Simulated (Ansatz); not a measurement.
# Thickness series of a Mo/SiC/W junction

Wanted: T(E), the conductance and its decay constant for Mo/SiC/W. The lower electrode is Mo bcc(001), the upper one W bcc(001); the barrier is SiC zinc blende(001) (Si and Si faces). In the first transport cell, after relaxation, the nearest pair of electrode and barrier is Mo–Si at 2.64 Å, at a slant, at the lower face and W–Si at 2.62 Å, at a slant, at the upper one. All share a net of side 3.15 Å, which strains the lower electrode by +0.0 %, the upper one by -0.6 % and the barrier by +1.7 %, against typed lattice constants near PBE's. The first steps treat the bulk electrodes alone.

Method: PBE DFT, plane waves, PAW files, in the first sound run; inputs show where later runs differ, in Ansatz 0.2.0.

## 1. The starting structure

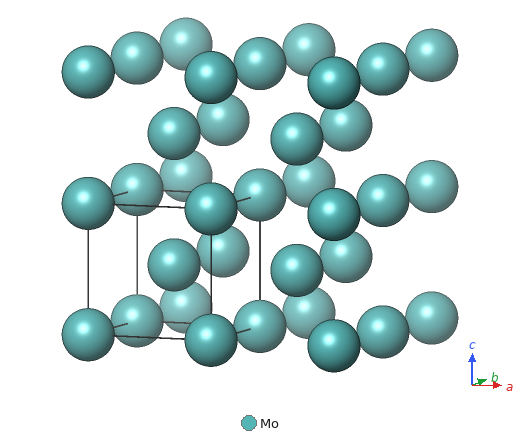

Start, viewed slightly off an axis; molybdenum teal. 2×2×2 cells are drawn. Some periodic images of atoms are drawn too.

## 2. Layer spacing of the electrode, electrode Mo bcc(001)

The electrode is held to the junction's net and relaxed along the normal; its spacing is used for the ideal lead layers.

Contents of input.yaml:

```yaml
crystal:
  lattice:
    - [3.15, 0.0, 0.0]
    - [0.0, 3.15, 0.0]
    - [0.0, 0.0, 3.15]
  atoms:
    - { symbol: Mo, position: [0.0, 0.0, 0.0] }
    - { symbol: Mo, position: [0.5, 0.5, 0.5] }
kpoints:
  mp_grid: { grid: [10, 10, 10] }
scf:
  occupations: { method: fermi_dirac, width: 0.1 }
  max_iter: 150
hamiltonian:
  xc: pbe
relax:
  f_tol: 0.01
  max_steps: 40
  cell: { fix: [a, b, angles] }
```

Launch:

```
$ ansatz run input.yaml --threads 4 --pin off --max-ram 12288MiB --backend cpu --events-out ev --progress --plain --runs-dir out
```

Numbers of over 12 decimals in the logs are rounded to 6 here.

What it wrote:

```text
Warning: crystal.symmetry: narrowed to the stabiliser of the fixed cell quantities (relax.cell.fix) — unitary ops 96 → 32. The narrowing is safe, since a smaller group never makes results wrong: the run goes on under it, on as many k-points as the starting group would need, or more. Excluded: 64 operations that would move a fixed cell quantity at a test strain (relax.cell.fix fixes a, b, alpha, beta, gamma). The cell can leave their symmetry as it relaxes.
Engine: ansatz 0.2.0, aarch64-unknown-linux-gnu
Pseudopotentials: kind: paw
Pseudopotential: Mo, paw, valence charge 14, recommended cutoff 420 eV (normal), Mo.paw.azcp
Functional definition: PBE
  parameter kappa = 0.804
  parameter beta = 0.066725
  exchange = pbe_x(kappa = kappa, mu = beta*pi^2/3)
  correlation = pbe_c(beta = beta)
Crystal: 2 atoms, lattice volume = 31.256 Å³
Basis set: ecut = 420 eV, 619 PW (Γ), exchange–correlation on 48×48×48 points (8 copies of the dense FFT grid, shifted against one another)
Bands: 18, of which v1, the nominal top of the filled ones, is band 14 counted from 1 (13 counted from 0)
Symmetry: 32 space group operations
k-points: 126 of 1000
Non-local potential: Mo, projectors of the file, l = 0: 3, l = 1: 2, l = 2: 2, l = 3: 1
PAW form: soft (Blöchl's): semilocal exchange-correlation on the pseudo side does not see the compensation charge
PAW one-centre angular grid: Mo, 590 points (default); XC on 64 Gauss nodes
Initial density: superposition of atomic densities (neutral atoms: chi_scale 0, normalization atom), corrected by the library's trained network
Initial wavefunctions: pseudopotential atomic-orbital guess
Functional: x = pbe(κ = 0.804, μ = 0.219515), c = pbe(β = 0.066725)
SCF iter   1: F=—  HF=-9912.065036 eV  |F-HF|=—  |Δ(HF+E_count)|=         —  Δρ=2.60e-3  dr2=9.10e-4  ethr=1.77e-3  ⟨swp⟩=5.2  Hψ=10044  notcnv=0
preconditioner: auto → none  [metal: Δε(μ)=0.076 eV  Ē_g=4.627 eV  σ=0.100 eV  W_gap=0.19  n_scr=6 (ndim 8)  ℏωp=23.0 eV  f_vac=0.000  D(μ)=1.24/eV (n_scr^D=6)  sad-step TF]
SCF iter   2: F=—  HF=-9912.065050 eV  |F-HF|=—  |Δ(HF+E_count)|=   1.47e-5  Δρ=1.57e-3  dr2=3.43e-4  ethr=3.25e-6  ⟨swp⟩=2.1  Hψ=4261  notcnv=0
SCF iter   3: F=—  HF=-9912.065083 eV  |F-HF|=—  |Δ(HF+E_count)|=   3.23e-5  Δρ=3.74e-4  dr2=3.27e-5  ethr=1.22e-6  ⟨swp⟩=1.6  Hψ=3013  notcnv=0
SCF iter   4: F=—  HF=-9912.065074 eV  |F-HF|=—  |Δ(HF+E_count)|=   8.88e-6  Δρ=1.47e-4  dr2=2.47e-6  ethr=1.17e-7  ⟨swp⟩=2.7  Hψ=3966  notcnv=0
SCF iter   5: F=—  HF=-9912.065075 eV  |F-HF|=—  |Δ(HF+E_count)|=   8.94e-7  Δρ=4.45e-5  dr2=3.93e-7  ethr=8.82e-9  ⟨swp⟩=2.0  Hψ=4055  notcnv=0
SCF iter   6: F=-9912.065075 eV  HF=-9912.065075 eV  |F-HF|=3.38e-8  |Δ(HF+E_count)|=   1.54e-7  Δρ=1.50e-5  dr2=3.93e-8  ethr=3.57e-10  ⟨swp⟩=4.0  Hψ=7840  notcnv=0
SCF 1 converged in 6 iterations: F = -9912.065075 eV  dr2 = 3.93e-8
  greatest PAW one-centre occupation: 0.998 electrons in one spin orbital (limit 2), on the Mo atom at site 1 (counted from 0), in its partial waves of l = 0
relax step   1: F+E_penalty+E_count = -9912.06507451 eV  Δ(F+E_penalty+E_count) = +0.000e0 eV  max|allowed force component| = 2.416e-30 eV/Å  Δτ_max = 0.0000 Å  P = +2.545 GPa  Ω = 31.256 Å³  fix = [a, b, alpha, beta, gamma]  reactions: a +2.545, b +2.545 GPa  (6 SCF iters, dr2 threshold 1.00e-7 eV, accepted)
Crystal: 2 atoms, lattice volume = 31.818 Å³
Initial density: handed on by an earlier stage of this run
Initial wavefunctions: those handed on with the density
iter 1 solved again at ethr=1.55e-6 eV; its pass at ethr=3.10e-3 eV (dr2=4.35e-4 eV) is discarded
SCF iter   1: F=—  HF=-9912.059291 eV  |F-HF|=—  |Δ(HF+E_count)|=         —  Δρ=2.13e-3  dr2=4.44e-4  ethr=1.55e-6  ⟨swp⟩=2.0  Hψ=14483  notcnv=0
preconditioner: auto → none  [metal: Δε(μ)=0.005 eV  Ē_g=4.528 eV  σ=0.100 eV  W_gap=0.01  n_scr=6 (ndim 8)  ℏωp=22.8 eV  f_vac=0.000  D(μ)=1.26/eV (n_scr^D=6)]
SCF iter   2: F=—  HF=-9912.059379 eV  |F-HF|=—  |Δ(HF+E_count)|=   8.71e-5  Δρ=1.07e-3  dr2=1.10e-4  ethr=1.55e-6  ⟨swp⟩=1.0  Hψ=2268  notcnv=0
SCF iter   3: F=—  HF=-9912.059417 eV  |F-HF|=—  |Δ(HF+E_count)|=   3.86e-5  Δρ=4.87e-5  dr2=5.77e-7  ethr=3.93e-7  ⟨swp⟩=1.0  Hψ=2268  notcnv=0
iter 4 did not close the SCF: its close was put off for the readings that it lacked (scf_convergence_deferred on its scf_iter line)
SCF iter   4: F=-9912.059417 eV  HF=-9912.059417 eV  |F-HF|=4.46e-9  |Δ(HF+E_count)|=   8.47e-8  Δρ=1.44e-5  dr2=1.52e-8  ethr=2.06e-9  ⟨swp⟩=2.0  Hψ=3971  notcnv=0
iter 5 did not close the SCF: its close was put off for the readings that it lacked (scf_convergence_deferred on its scf_iter line)
SCF iter   5: F=-9912.059417 eV  HF=-9912.059417 eV  |F-HF|=1.76e-10  |Δ(HF+E_count)|=   5.36e-9  Δρ=2.20e-6  dr2=4.53e-10  ethr=5.43e-11  ⟨swp⟩=2.3  Hψ=3084  notcnv=0
SCF iter   6: F=-9912.059417 eV  HF=-9912.059417 eV  |F-HF|=9.09e-12  |Δ(HF+E_count)|=  2.42e-10  Δρ=2.66e-7  dr2=8.60e-12  ethr=1.62e-12  ⟨swp⟩=1.0  Hψ=7048  notcnv=0
SCF 2 converged in 6 iterations: F = -9912.059417 eV  dr2 = 8.60e-12
relax step   2: F+E_penalty+E_count = -9912.05941710 eV  Δ(F+E_penalty+E_count) = +5.657e-3 eV  max|allowed force component| = 1.331e-30 eV/Å  Δτ_max = 0.0000 Å  P = -2.024 GPa  Ω = 31.818 Å³  energy of the carried Pulay correction = -1.674e-4 eV  fix = [a, b, alpha, beta, gamma]  (6 SCF iters, dr2 threshold 2.00e-7 eV, rejected (line search))
Crystal: 2 atoms, lattice volume = 31.433 Å³
iter 1 solved again at ethr=7.77e-7 eV; its pass at ethr=3.10e-3 eV (dr2=2.18e-4 eV) is discarded
SCF iter   1: F=—  HF=-9912.066307 eV  |F-HF|=—  |Δ(HF+E_count)|=         —  Δρ=1.46e-3  dr2=2.03e-4  ethr=7.77e-7  ⟨swp⟩=2.4  Hψ=14351  notcnv=0
preconditioner: auto → none  [metal: Δε(μ)=0.026 eV  Ē_g=4.595 eV  σ=0.100 eV  W_gap=0.06  n_scr=6 (ndim 8)  ℏωp=22.9 eV  f_vac=0.000  D(μ)=1.25/eV (n_scr^D=6)]
SCF iter   2: F=—  HF=-9912.066347 eV  |F-HF|=—  |Δ(HF+E_count)|=   3.99e-5  Δρ=7.28e-4  dr2=5.03e-5  ethr=7.24e-7  ⟨swp⟩=1.0  Hψ=2268  notcnv=0
SCF iter   3: F=—  HF=-9912.066368 eV  |F-HF|=—  |Δ(HF+E_count)|=   2.08e-5  Δρ=3.21e-5  dr2=2.43e-7  ethr=1.80e-7  ⟨swp⟩=1.0  Hψ=2268  notcnv=0
SCF iter   4: F=—  HF=-9912.066367 eV  |F-HF|=—  |Δ(HF+E_count)|=   1.37e-7  Δρ=1.05e-5  dr2=7.66e-9  ethr=8.67e-10  ⟨swp⟩=2.0  Hψ=3969  notcnv=0
SCF iter   5: F=—  HF=-9912.066367 eV  |F-HF|=—  |Δ(HF+E_count)|=   2.67e-9  Δρ=1.24e-6  dr2=1.80e-10  ethr=2.73e-11  ⟨swp⟩=2.4  Hψ=3598  notcnv=0
SCF iter   6: F=-9912.066367 eV  HF=-9912.066367 eV  |F-HF|=1.82e-12  |Δ(HF+E_count)|=  5.28e-11  Δρ=1.87e-7  dr2=4.10e-12  ethr=1.00e-12  ⟨swp⟩=5.0  Hψ=9748  notcnv=0
SCF 3 converged in 6 iterations: F = -9912.066367 eV  dr2 = 4.10e-12
relax step   3: F+E_penalty+E_count = -9912.06636741 eV  Δ(F+E_penalty+E_count) = -1.293e-3 eV  max|allowed force component| = 7.691e-30 eV/Å  Δτ_max = 0.0000 Å  P = +1.049 GPa  Ω = 31.433 Å³  energy of the carried Pulay correction = -5.318e-5 eV  fix = [a, b, alpha, beta, gamma]  reactions: a +1.623, b +1.623 GPa  (6 SCF iters, accepted)
[...]
relax step   4: F+E_penalty+E_count = -9912.06637161 eV  Δ(F+E_penalty+E_count) = -4.197e-6 eV  max|allowed force component| = 6.508e-30 eV/Å  Δτ_max = 0.0000 Å  P = +1.105 GPa  Ω = 31.427 Å³  energy of the carried Pulay correction = -5.116e-5 eV  fix = [a, b, alpha, beta, gamma]  reactions: a +1.658, b +1.658 GPa  (6 SCF iters, dr2 threshold 2.55e-8 eV, accepted)
Initial wavefunctions: pseudopotential atomic-orbital guess (no wavefunctions were taken with the density)
iter 1 solved again at ethr=4.34e-8 eV; its pass at ethr=3.10e-3 eV (dr2=1.22e-5 eV) is discarded
SCF iter   1: F=—  HF=-9912.066420 eV  |F-HF|=—  |Δ(HF+E_count)|=         —  Δρ=1.68e-5  dr2=1.27e-8  ethr=4.34e-8  ⟨swp⟩=3.0  Hψ=16381  notcnv=0
SCF iter   2: F=—  HF=-9912.066425 eV  |F-HF|=—  |Δ(HF+E_count)|=   5.40e-6  Δρ=7.68e-6  dr2=2.29e-9  ethr=4.54e-11  ⟨swp⟩=2.1  Hψ=3990  notcnv=0
SCF iter   3: F=—  HF=-9912.066425 eV  |F-HF|=—  |Δ(HF+E_count)|=   2.17e-9  Δρ=1.09e-6  dr2=8.98e-11  ethr=8.17e-12  ⟨swp⟩=2.6  Hψ=3793  notcnv=0
iter 4 did not close the SCF: its close was put off for the readings that it lacked (scf_convergence_deferred on its scf_iter line)
SCF iter   4: F=-9912.066425 eV  HF=-9912.066425 eV  |F-HF|=3.64e-12  |Δ(HF+E_count)|=  5.64e-11  Δρ=2.16e-7  dr2=2.86e-12  ethr=1.00e-12  ⟨swp⟩=2.0  Hψ=3989  notcnv=0
iter 5 did not close the SCF: its close was put off for the readings that it lacked (scf_convergence_deferred on its scf_iter line)
SCF iter   5: F=-9912.066425 eV  HF=-9912.066425 eV  |F-HF|=1.82e-12  |Δ(HF+E_count)|=  1.82e-12  Δρ=3.11e-8  dr2=9.55e-14  ethr=1.00e-12  ⟨swp⟩=1.0  Hψ=2268  notcnv=0
iter 6 did not close the SCF: its close was put off for the readings that it lacked (scf_convergence_deferred on its scf_iter line)
SCF iter   6: F=-9912.066425 eV  HF=-9912.066425 eV  |F-HF|=0.00e0  |Δ(HF+E_count)|=  5.46e-12  Δρ=2.75e-9  dr2=7.50e-16  ethr=1.00e-12  ⟨swp⟩=1.0  Hψ=2268  notcnv=0
iter 7 did not close the SCF: its close was put off for the readings that it lacked (scf_convergence_deferred on its scf_iter line)
SCF iter   7: F=-9912.066425 eV  HF=-9912.066425 eV  |F-HF|=3.64e-12  |Δ(HF+E_count)|=  3.64e-12  Δρ=5.29e-10  dr2=3.22e-17  ethr=1.00e-12  ⟨swp⟩=1.0  Hψ=2268  notcnv=0
SCF iter   8: F=-9912.066425 eV  HF=-9912.066425 eV  |F-HF|=1.82e-12  |Δ(HF+E_count)|=    0.00e0  Δρ=1.54e-10  dr2=2.40e-18  ethr=1.00e-12  ⟨swp⟩=1.0  Hψ=5040  notcnv=0
SCF 5 converged in 8 iterations: F = -9912.066425 eV  dr2 = 2.40e-18
relax step   5: F+E_penalty+E_count = -9912.06642542 eV  Δ(F+E_penalty+E_count) = -5.381e-5 eV  max|allowed force component| = 2.071e-30 eV/Å  Δτ_max = 0.0000 Å  P = +1.104 GPa  Ω = 31.427 Å³  fix = [a, b, alpha, beta, gamma]  reactions: a +1.657, b +1.657 GPa  stress off target by 2.79e-3 GPa on what of the cell is left free  SCF on the basis re-selected at this cell (its energy is not comparable with the rows above)  (8 SCF iters)
basis re-selected at this cell: Δ(F+E_penalty+E_count) = -5.381e-5 eV, ΔP = -0.001 GPa vs the last step (what re-selecting the basis moved, of the pressure what is left beyond the Pulay correction that the steps carried, after the strain that the cell walked since its last selection, with what the two solves' SCF thresholds leave and, on support functions, any second-order correction that the steps lacked; it is no m [...]
SCF converged after 8 iterations
Free energy (F): -9912.066425 eV
Harris-Foulkes:  -9912.066425 eV  (|F-HF|=1.82e-12)
Internal energy: -9912.024885 eV  (E = F + TS)
E sigma→0 (E₀):  -9912.045655 eV
Entropy (-TS):   -0.041541 eV (-20.770 meV/atom)
Fermi energy:    21.009118 eV
--- Per-component energies (eV) ---
  E_band       = -112.959528
  E_kinetic    = 881.733763
  E_local      = -1575.422800  (includes V_loc(G=0)·N_el)
  E_nonlocal   = 285.225483
  E_hartree    = 520.736811
  E_xc         = -367.123459
  E_vxc        = -458.216004  (∫ρ·V_xc dr)
  E_paw        = -6402.421859  (= ΣΔE_a)
  E_vpaw       = -287.753675  (= ΣTr[D̂ρ^β])
  E_aug_tail   = 0.000083  (compensation charges beyond the density's cutoff)
  E_ewald      = -3254.752907
  E_smearing   = -0.041541  (= −TS)
  E_closure    = 0.000000  (closes the sum)
  Σ components = -9912.066425   (vs F -9912.066425, Δ=0.00e0)
--- Forces (eV/Å), atoms counted from 1 ---
  atom   1  Mo     0.00000000    -0.00000000     0.00000000
  atom   2  Mo     0.00000000    -0.00000000     0.00000000
  max |Σ_I F_I| component: 4.00e-29 eV/Å
--- Stress (GPa, compression-positive) ---
        1.656934      -0.000000       0.000000
       -0.000000       1.656934      -0.000000
        0.000000      -0.000000      -0.002792
  P = ⅓ Tr σ = 1.1037 GPa (11.037 kbar)
--- Band table (eV; the first three rows and the last of 126) ---
  k-point 0: bands = [... 10 lower, 15.5922, 19.6078, 19.6078, 19.6697, 22.5917, 22.6714, 24.9173, 24.9364]
  k-point 1: bands = [... 10 lower, 15.7657, 19.5979, 19.5979, 19.7655, 22.3027, 22.7679, 24.3479, 24.3479]
  k-point 2: bands = [... 10 lower, 16.2718, 19.5989, 19.5989, 20.0495, 21.5366, 23.0369, 23.1951, 23.1951]
  k-point 125: bands = [... 10 lower, 18.3803, 18.3803, 18.3803, 18.3803, 23.3840, 23.3840, 23.4277, 23.4277]
--- Relaxed structure (4 steps of the walk, 3 accepted, 1 SCFs on fresh bases) ---
  F+E_penalty+E_count = -9912.06642542 eV   max|allowed force component| = 2.071e-30 eV/Å   (the final SCF, on the basis selected at the relaxed cell)
  cell:  # Å, volume = 31.4267 Å³
    - [3.15, 0, 0.0]
    - [0, 3.15, 0.0]
    - [0.0, 0.0, 3.167215]
  atoms:
    - { symbol: Mo, position: [0.0, 0.0, 0.0] }
    - { symbol: Mo, position: [0.5, 0.5, 0.500000] }
```

Wall time 5.2 s (4 threads of Arm Neoverse V1, shared host); peak memory 0.37 GiB; 18 s of CPU time.

The steps of the relaxation:

| step | energy less that of the first step (eV) | largest force component (eV/Å) | pressure (GPa) | volume (Å³) |
| --- | --- | --- | --- | --- |
| 1 | 0.0000 | 0.0000 | 2.54 | 31.26 |
| 2 | 0.0057 | 0.0000 | -2.02 | 31.82 |
| 3 | -0.0013 | 0.0000 | 1.05 | 31.43 |
| 4 | -0.0013 | 0.0000 | 1.10 | 31.43 |
| 5* | -0.0014 | 0.0000 | 1.10 | 31.43 |

Relaxation steps marked * repeat the geometry before them on a plane-wave basis chosen anew for their cell, so energy and pressure can jump there. Relaxation step 2 was tried and not accepted.

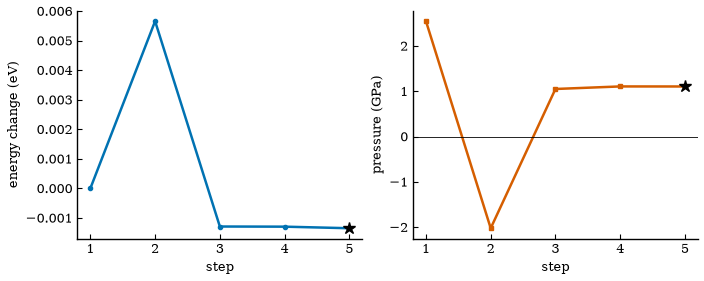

Energy and pressure along the relaxation. Stars mark steps on a basis chosen anew.

| cell as run | before | after | change |
| --- | --- | --- | --- |
| a (Å) | 3.150 | 3.150 | +0.0 % |
| b (Å) | 3.150 | 3.150 | +0.0 % |
| c (Å) | 3.150 | 3.167 | +0.5 % |
| volume (Å³/atom) | 15.63 | 15.71 | +0.5 % |

The relaxed structure:

```
Mo
1.0
     3.15000    0.00000    0.00000
     0.00000    3.15000    0.00000
     0.00000    0.00000    3.16721
Mo
2
Direct
  0.00000 0.00000 0.00000
  0.50000 0.50000 0.50000
```

This step gave:

```yaml
free_energy: -9912.0664 eV
fermi_energy: 21.01 eV
pressure: 1.104 GPa
```

The cell grew by 0.5 % in volume.

[end of part 1 of 6]

[Logs are printed without paths, hosts, clocks, repeated set-up lines and the standing remarks that a program may print on its own settings, such as how far it seeks lower states.]

[Hosts, paths, dates, database ids (printed as entryN), source tags and the programs' standing remarks are cut or masked in the printed files.]
